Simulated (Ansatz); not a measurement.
## Run report: Pt$_{12}$S, geometry relaxation (part 2 of 3)

Continued. System: Pt$_{12}$S (slab, 13 atoms in the cell). Method: DFT PBE+D3(BJ), scalar-relativistic, plane waves, PAW, no spin polarisation (Ansatz 0.2.0); cutoff 420 eV, 6×6×1 k-mesh, Gaussian smearing of 0.1 eV. The structure derives from an entry of the Crystallography Open Database. The input holds or restrains some coordinates. Forces given for the steps count only the free coordinates.

Geometry of the input (Å; fractional positions):
```
4.8115  0.0000  0.0000
-2.4058  4.1669  0.0000
0.0000  0.0000  25.8045
Pt 0.0000  0.3333  0.3294
Pt 0.3333  0.0000  0.3294
Pt 0.6667  0.6667  0.3294
Pt 0.3333  0.3333  0.4173
Pt 0.6667  0.0000  0.4173
Pt 0.0000  0.6667  0.4173
Pt 0.6667  0.3333  0.5049
Pt 0.0000  0.0000  0.5049
Pt 0.3333  0.6667  0.5049
Pt 0.0000  0.3333  0.5941
Pt 0.3333  0.0000  0.5941
Pt 0.6667  0.6667  0.5941
S  0.3333  0.0000  0.6878
```

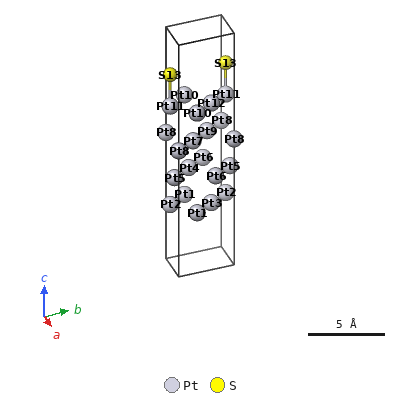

**Figure 1.** The geometry at step 5 of the log (ball-and-stick view of the cell of the calculation, with the vacuum cut short, seen slightly off an axis; atoms are numbered from 1 in the order of the input).

The program's output, continued:
```
SCF iter   1: F=—  HF=-151181.681949 eV  |F-HF|=—  |Δ(HF+E_count)|=         —  Δρ=3.21e-3  dr2=1.40e-1  ethr=5.79e-4  p=-0.011 e·Å  D=-3.96e-3 V/Å  ΔV_dip=0.10 eV  dr2_dipole=6.11e-2  V_vac-E_F(+/−)=5.79/5.68 eV  ⟨swp⟩=3.1  Hψ=1705  notcnv=0  defer=82
efield: sawtooth ramp at fractional position 0.9586 (handed on by an earlier solve), width 0.1000; the density the first Hamiltonian is built on has a dipole p = -0.011 e·Å; the dipole correction subtracts the counter field D = -3.96e-3 V/Å, which shifts the + side's vacuum level by +0.10 eV against the − side's; the planar-averaged density in the ramp window peaks in size at 2.9e-6 e/Å³
preconditioner: auto → LDOS  [metal: Δε(μ)=0.011 eV  Ē_g=7.542 eV  σ=0.100 eV  W_gap=0.06  n_scr=108 (ndim 8)  ℏωp=18.3 eV  f_vac=0.561  D(μ)=29.03/eV (n_scr^D=308)  β→1.0]
SCF iter   2: F=—  HF=-151181.678788 eV  |F-HF|=—  |Δ(HF+E_count)|=   3.16e-3  Δρ=1.12e-3  dr2=4.02e-2  ethr=6.31e-5  p=-0.013 e·Å  D=-4.69e-3 V/Å  ΔV_dip=0.12 eV  dr2_dipole=1.60e-2  V_vac-E_F(+/−)=5.80/5.68 eV  ⟨swp⟩=2.0  Hψ=1444  notcnv=0  defer=82
SCF iter   3: F=—  HF=-151181.677943 eV  |F-HF|=—  |Δ(HF+E_count)|=   8.45e-4  Δρ=9.39e-4  dr2=8.66e-3  ethr=1.81e-5  p=-0.013 e·Å  D=-4.68e-3 V/Å  ΔV_dip=0.12 eV  dr2_dipole=7.93e-5  V_vac-E_F(+/−)=5.80/5.68 eV  ⟨swp⟩=2.0  Hψ=1523  notcnv=0  defer=82
SCF iter   4: F=—  HF=-151181.675835 eV  |F-HF|=—  |Δ(HF+E_count)|=   2.11e-3  Δρ=2.03e-4  dr2=7.81e-4  ethr=3.90e-6  p=-0.014 e·Å  D=-4.79e-3 V/Å  ΔV_dip=0.12 eV  dr2_dipole=2.33e-4  V_vac-E_F(+/−)=5.80/5.68 eV  ⟨swp⟩=2.9  Hψ=1785  notcnv=0  defer=82
SCF iter   5: F=—  HF=-151181.675235 eV  |F-HF|=—  |Δ(HF+E_count)|=   6.00e-4  Δρ=9.66e-5  dr2=1.40e-4  ethr=3.52e-7  p=-0.014 e·Å  D=-4.79e-3 V/Å  ΔV_dip=0.12 eV  dr2_dipole=5.22e-5  V_vac-E_F(+/−)=5.80/5.68 eV  ⟨swp⟩=2.4  Hψ=1361  notcnv=0  defer=82
SCF iter   6: F=—  HF=-151181.675230 eV  |F-HF|=—  |Δ(HF+E_count)|=   4.96e-6  Δρ=5.05e-5  dr2=3.56e-5  ethr=6.29e-8  p=-0.014 e·Å  D=-4.78e-3 V/Å  ΔV_dip=0.12 eV  dr2_dipole=1.98e-6  V_vac-E_F(+/−)=5.80/5.68 eV  ⟨swp⟩=1.7  Hψ=1171  notcnv=0  defer=82
SCF iter   7: F=—  HF=-151181.675228 eV  |F-HF|=—  |Δ(HF+E_count)|=   1.59e-6  Δρ=3.51e-5  dr2=1.88e-5  ethr=1.60e-8  p=-0.014 e·Å  D=-4.78e-3 V/Å  ΔV_dip=0.12 eV  dr2_dipole=3.33e-7  V_vac-E_F(+/−)=5.80/5.68 eV  ⟨swp⟩=1.1  Hψ=864  notcnv=0  defer=82
SCF iter   8: F=-151181.675228 eV  HF=-151181.675229 eV  |F-HF|=8.59e-7  |Δ(HF+E_count)|=   1.29e-6  Δρ=1.64e-5  dr2=3.40e-6  ethr=2.05e-9  p=-0.014 e·Å  D=-4.80e-3 V/Å  ΔV_dip=0.12 eV  dr2_dipole=1.34e-8  V_vac-E_F(+/−)=5.80/5.68 eV  ⟨swp⟩=20.4  Hψ=9315  notcnv=0
SCF 4 converged in 8 iterations: F = -151181.675228 eV  dr2 = 3.40e-6
relax step   4: F+E_penalty+E_count = -151181.67522839 eV  Δ(F+E_penalty+E_count) = -1.155e-2 eV  max|allowed force component| = 3.060e-2 eV/Å  Δτ_max = 0.0504 Å  (8 SCF iters, dr2 threshold 4.55e-6 eV, accepted)
SCF iter   1: F=—  HF=-151181.675990 eV  |F-HF|=—  |Δ(HF+E_count)|=         —  Δρ=3.70e-4  dr2=2.02e-3  ethr=6.47e-6  p=-0.014 e·Å  D=-4.80e-3 V/Å  ΔV_dip=0.12 eV  dr2_dipole=7.75e-4  V_vac-E_F(+/−)=5.80/5.68 eV  ⟨swp⟩=2.0  Hψ=1636  notcnv=0  defer=31
efield: sawtooth ramp at fractional position 0.9586 (handed on by an earlier solve), width 0.1000; the density the first Hamiltonian is built on has a dipole p = -0.014 e·Å; the dipole correction subtracts the counter field D = -4.80e-3 V/Å, which shifts the + side's vacuum level by +0.12 eV against the − side's; the planar-averaged density in the ramp window peaks in size at 2.8e-6 e/Å³
preconditioner: auto → LDOS  [metal: Δε(μ)=0.010 eV  Ē_g=7.536 eV  σ=0.100 eV  W_gap=0.06  n_scr=108 (ndim 8)  ℏωp=18.3 eV  f_vac=0.561  D(μ)=29.20/eV (n_scr^D=308)  β→1.0]
SCF iter   2: F=—  HF=-151181.675934 eV  |F-HF|=—  |Δ(HF+E_count)|=   5.61e-5  Δρ=9.60e-5  dr2=1.27e-4  ethr=9.08e-7  p=-0.014 e·Å  D=-4.74e-3 V/Å  ΔV_dip=0.12 eV  dr2_dipole=3.31e-5  V_vac-E_F(+/−)=5.80/5.68 eV  ⟨swp⟩=1.3  Hψ=1167  notcnv=0  defer=32
SCF iter   3: F=—  HF=-151181.675939 eV  |F-HF|=—  |Δ(HF+E_count)|=   5.34e-6  Δρ=6.48e-5  dr2=9.26e-5  ethr=5.74e-8  p=-0.013 e·Å  D=-4.68e-3 V/Å  ΔV_dip=0.12 eV  dr2_dipole=1.31e-5  V_vac-E_F(+/−)=5.80/5.68 eV  ⟨swp⟩=3.0  Hψ=1790  notcnv=0  defer=32
SCF iter   4: F=—  HF=-151181.675414 eV  |F-HF|=—  |Δ(HF+E_count)|=   5.25e-4  Δρ=2.51e-5  dr2=4.89e-6  ethr=4.17e-8  p=-0.013 e·Å  D=-4.69e-3 V/Å  ΔV_dip=0.12 eV  dr2_dipole=1.11e-8  V_vac-E_F(+/−)=5.80/5.68 eV  ⟨swp⟩=2.0  Hψ=1373  notcnv=0  defer=32
SCF iter   5: F=—  HF=-151181.675415 eV  |F-HF|=—  |Δ(HF+E_count)|=   1.55e-6  Δρ=1.34e-5  dr2=3.31e-6  ethr=2.20e-9  p=-0.013 e·Å  D=-4.69e-3 V/Å  ΔV_dip=0.12 eV  dr2_dipole=5.67e-8  V_vac-E_F(+/−)=5.80/5.68 eV  ⟨swp⟩=3.3  Hψ=1736  notcnv=0  defer=32
SCF iter   6: F=—  HF=-151181.675416 eV  |F-HF|=—  |Δ(HF+E_count)|=   2.67e-7  Δρ=9.97e-6  dr2=1.51e-6  ethr=1.49e-9  p=-0.013 e·Å  D=-4.69e-3 V/Å  ΔV_dip=0.12 eV  dr2_dipole=7.33e-8  V_vac-E_F(+/−)=5.80/5.68 eV  ⟨swp⟩=2.0  Hψ=1026  notcnv=0  defer=32
SCF iter   7: F=—  HF=-151181.675416 eV  |F-HF|=—  |Δ(HF+E_count)|=   5.90e-7  Δρ=5.50e-6  dr2=3.64e-7  ethr=6.80e-10  p=-0.013 e·Å  D=-4.70e-3 V/Å  ΔV_dip=0.12 eV  dr2_dipole=3.55e-8  V_vac-E_F(+/−)=5.80/5.68 eV  ⟨swp⟩=2.1  Hψ=1086  notcnv=0  defer=32
iter 8 did not close the SCF: its close was put off until two iterations running show no level that it waits for move by more than its bar (scf_convergence_deferred on its scf_iter line)
SCF iter   8: F=-151181.675416 eV  HF=-151181.675416 eV  |F-HF|=1.95e-8  |Δ(HF+E_count)|=   1.72e-7  Δρ=1.97e-6  dr2=6.19e-8  ethr=4.50e-11  p=-0.013 e·Å  D=-4.70e-3 V/Å  ΔV_dip=0.12 eV  dr2_dipole=2.81e-9  V_vac-E_F(+/−)=5.80/5.68 eV  ⟨swp⟩=17.1  Hψ=7541  notcnv=0
iter 9 did not close the SCF: its close was put off until two iterations running show no level that it waits for move by more than its bar (scf_convergence_deferred on its scf_iter line)
SCF iter   9: F=-151181.675416 eV  HF=-151181.675416 eV  |F-HF|=3.20e-9  |Δ(HF+E_count)|=   1.90e-8  Δρ=8.53e-7  dr2=1.89e-8  ethr=2.79e-11  p=-0.013 e·Å  D=-4.70e-3 V/Å  ΔV_dip=0.12 eV  dr2_dipole=9.81e-13  V_vac-E_F(+/−)=5.80/5.68 eV  ⟨swp⟩=11.1  Hψ=6741  notcnv=0
SCF iter  10: F=-151181.675416 eV  HF=-151181.675416 eV  |F-HF|=1.83e-9  |Δ(HF+E_count)|=   5.82e-9  Δρ=4.34e-7  dr2=6.87e-9  ethr=8.52e-12  p=-0.013 e·Å  D=-4.70e-3 V/Å  ΔV_dip=0.12 eV  dr2_dipole=2.87e-11  V_vac-E_F(+/−)=5.80/5.68 eV  ⟨swp⟩=9.1  Hψ=6281  notcnv=0
SCF 5 converged in 10 iterations: F = -151181.675416 eV  dr2 = 6.87e-9
relax step   5: F+E_penalty+E_count = -151181.67541637 eV  Δ(F+E_penalty+E_count) = -1.880e-4 eV  max|allowed force component| = 8.027e-3 eV/Å  Δτ_max = 0.0050 Å  (10 SCF iters, accepted)
```

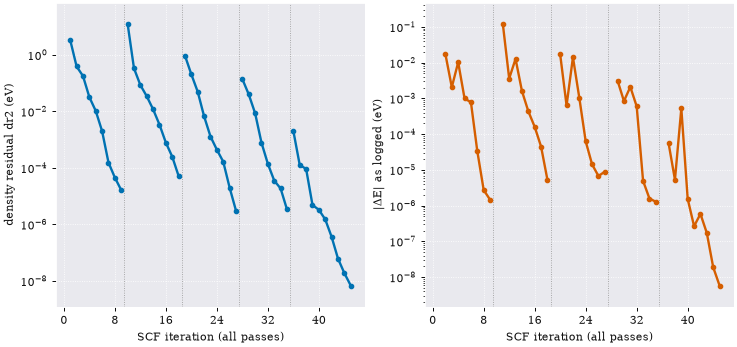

**Figure 2.** Convergence of the self-consistent field: density residual dr2 and size of the energy change against the SCF iteration. The dotted lines part the SCF passes of the relaxation: geometry steps, rejected trials and re-solves on a re-selected basis. The 5 passes take 8 to 10 iterations each, 45 in all.

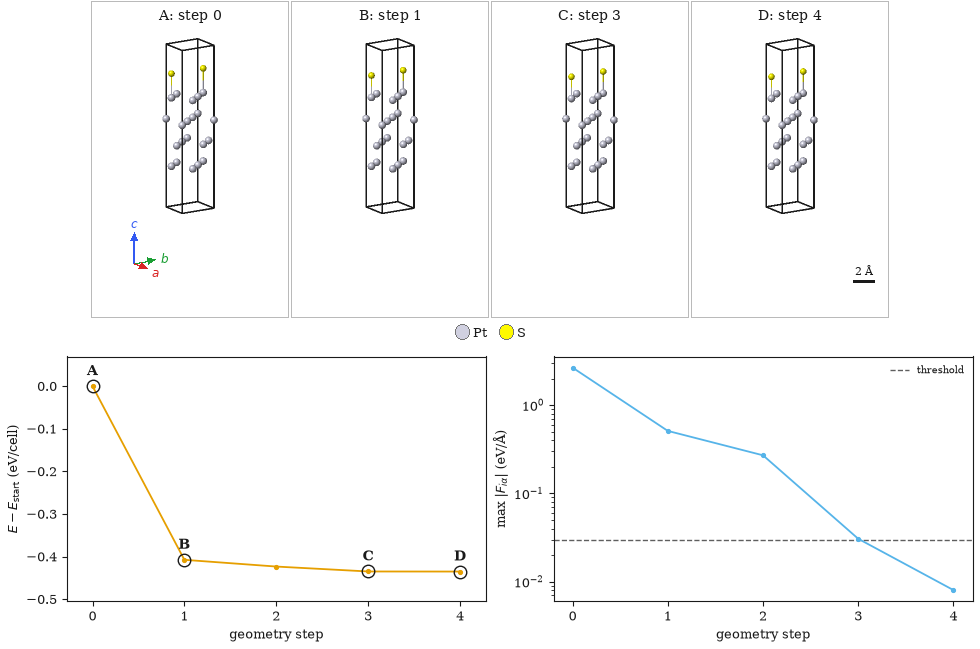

**Figure 3.** Frames of the restrained relaxation (ball-and-stick view of the cell of the calculation, with the vacuum cut short, seen slightly off an axis) above the curves, on which the letters mark them (the first geometry is step 0 here and step 1 in the log).

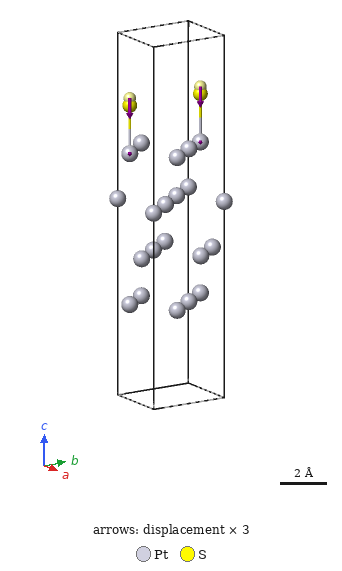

**Figure 4.** Start (faint) and end (solid) with the displacements as pink arrows, magnified 3 times (ball-and-stick view of the cell of the calculation, with the vacuum cut short, seen slightly off an axis). The energy falls by 0.435 eV per cell of the calculation in 4 geometry steps. Largest force component: 2.7 eV/Å at the start, 0.008 eV/Å at the end. The largest move is that of S13, 0.32 Å. Largest moves by element: S 0.32 Å, Pt 0.06 Å. The cell doesn't change. Among the contacts that change: Pt11–S13 2.420 → 2.165 Å. (Atoms are counted from 1 in the order of the input.)

```
WARN: The output density's exchange-correlation potential varies sharply where the density is thin. Do not read a vacuum level from v_tot or v_xc, or from such a field of the output density. On a cell that repeats whose density bears no net charge and no dipole along the vacuum's axis use v_es (v_loc + v_h of the components); under efield.dipole_correction with no amplitude use v_es + v_field, which holds any external_charges[].barrier, or the levels of the report's work_function block, which leave it out; under a non-zero efield.amplitude the vacuum is tilted and has no level; on a cell that repeats and bears such a dipole with no correction it is tilted too, and efield.dipole_correction with no amplitude gives each side of its ramp a level where efield: is served; in a cell that repeats whose density bears a net charge (total_charge, or a fill off its count) it is curved and has none; of a slab under crystal.periodic whose density bears no net charge use v_es, which has a level on each side, short of where the two are joined; of another it falls or rises all the way out and has none; of a slab beside external_charges read slab_vacuum_level instead, which it has where they leave it neutral. The grid or the basis barely resolves most such structure, and the values can differ between equally converged runs; as a rule a tighter scf.convergence.dr2_threshold does not remove it. Where the density itself ripples (under the LDA too) a higher basis.ecutwfc lessens it. The files hold the spikes' plane waves up to the density's cutoff. Files: v_tot_of_output_density and the like, and their columns of v_z.tsv (output.write_potential); v_xc_of_output_density and the like, and their columns of v_comp_z.tsv (output.write_potential_components). Measured: with its Gaussian average of σ = 0.25 Å subtracted twice, the exchange-correlation potential is over 0.1 eV at 125 of the grid points where the equally averaged density (valence and model cores) is under 1e-3 e/Å³, and 0.216 eV at the most among them, at an averaged density of 1.0e-3 e/Å³. The input density's (outcome.potential() and, of a run that writes arrays, v_tot and v_xc) is over 0.1 eV, so measured, at 122 points of its own thin density, 0.215 eV at the most. See output.write_potential in the manual, Limitations
SCF converged after 10 iterations
Free energy (F): -151181.675416 eV
Harris-Foulkes:  -151181.675416 eV  (|F-HF|=1.83e-9)
Internal energy: -151181.529451 eV  (E = F + TS)
E sigma→0 (E₀):  -151181.602434 eV
Entropy (-TS):   -0.145965 eV (-11.228 meV/atom)
Fermi energy:    4.847449 eV
Dipole field:    D = -0.004698 V/Å  (p = -0.013432 e·Å, saw-weighted, corrected)
Work function:   Φ+ = 5.7975 eV   Φ− = 5.6763 eV
Levels:          The Fermi level and band energies are counted from a zero that moves with the ramp; work functions are not
--- Per-component energies (eV) ---
  E_band       = -5495.692498
  E_kinetic    = 7750.159059
  E_local      = -409782.237447  (includes V_loc(G=0)·N_el)
  E_nonlocal   = 2429.061576
  E_hartree    = 200643.943157
  E_xc         = -3231.613964
  E_vxc        = -3711.883891  (∫ρ·V_xc dr)
  E_paw        = -114048.697763  (= ΣΔE_a)
  E_vpaw       = -3467.597936  (= ΣTr[D̂ρ^β])
  E_aug_tail   = 0.002425  (compensation charges beyond the density's cutoff)
  E_efield     = 0.000032  (sawtooth field / dipole correction)
  E_vefield    = -1.115527  (∫n·V_field dr)
  E_ewald      = 165065.200306
  E_disp       = -7.346830  (pairwise vdW)
  E_smearing   = -0.145965  (= −TS)
  E_closure    = 0.000000  (closes the sum)
  Σ components = -151181.675416   (vs F -151181.675416, Δ=0.00e0)
--- Forces (eV/Å), atoms counted from 1 ---
  atom   1  Pt     0.00000000     0.00000000    -0.26652884
  atom   2  Pt     0.00000000    -0.00000000    -0.30256742
  atom   3  Pt     0.00000000    -0.00000000    -0.26652884
  atom   4  Pt     0.00772131    -0.01337370     0.28366796
  atom   5  Pt    -0.01544262     0.00000000     0.28366796
  atom   6  Pt     0.00772131     0.01337370     0.28366796
  atom   7  Pt     0.00203945     0.00353242    -0.00802742
  atom   8  Pt    -0.00407889     0.00000000    -0.00802742
  atom   9  Pt     0.00203945    -0.00353242    -0.00802742
  atom  10  Pt    -0.00000000     0.00000000     0.00251881
  atom  11  Pt    -0.00000000     0.00000000     0.00650927
  atom  12  Pt    -0.00000000    -0.00000000     0.00251881
  atom  13  S     -0.00000000     0.00000000    -0.00284063
  max |Σ_I F_I| component: 2.78e-6 eV/Å
--- Band table (eV; the first three rows and the last of 7) ---
  k-point 0: bands = ["-94.1181", "-93.6465", "-93.6205", "-93.6205", "-93.6042", "-93.5815", "-93.5815", "-93.1366", "-93.1132", "-93.1110", "-93.0041", "-92.9879", "-48.5803", "-48.2311", "-48.2311", "-47.9953", "-47.9740", "-47.9740", "-47.9693", "-47.9603", "-47.9442", "-47.9442", "-47.8943", "-47.8810", "-47.7935", "-47.7935", "-47.7911", "-47.7911", "-47.7631", "-47.7002", "-47.7002", "-47.6481", "-47.6481", "-47.5237", "-47.5237", "-47.5122", "-47.5122", "-47.4034", "-47.4034", "-47.2786", "-47.2786", "-47.2271", "-47.2271", "-47.1433", "-47.1090", "-47.0997", "-47.0598", "-47.0326", "-7.5321", "-4.7346", "-3.3963", "-2.3541", "-2.2249", "-0.7155", "-0.7155", "-0.7078", "-0.5880", "-0.5880", "-0.5424", "-0.2259", "-0.1341", "-0.1341", "0.0230", "0.0230", "0.3125", "0.3294", "0.4265", "0.7214", "0.7214", "0.8924", "1.0409", "1.1135", "1.1135", "1.1619", "1.1619", "1.2149", "1.2149", "1.3088", "1.3088", "1.5152", "1.5992", "1.5992", "1.7873", "1.7873", "1.8906", "1.8906", "1.9077", "1.9077", "1.9466", "1.9466", "2.4688", "2.8029", "2.8908", "2.9514", "2.9514", "3.2254", "3.2254", "3.2507", "3.2507", "3.5667", "3.5667", "4.1649", "4.1649", "4.1702", "4.2350", "4.3964", "4.3964", "4.4737", "4.5400", "4.5400", "4.5434", "4.7388", "4.7388", "4.8153", "4.8153", "5.1555", "7.2085", "9.6709", "9.7289", "9.7289", "9.7563", "9.7664", "9.7664", "10.2829", "10.3587", "10.4745", "10.8975", "11.3193", "11.4937", "11.4937", "11.6349", "11.6349", "11.7064", "12.2801"]
```
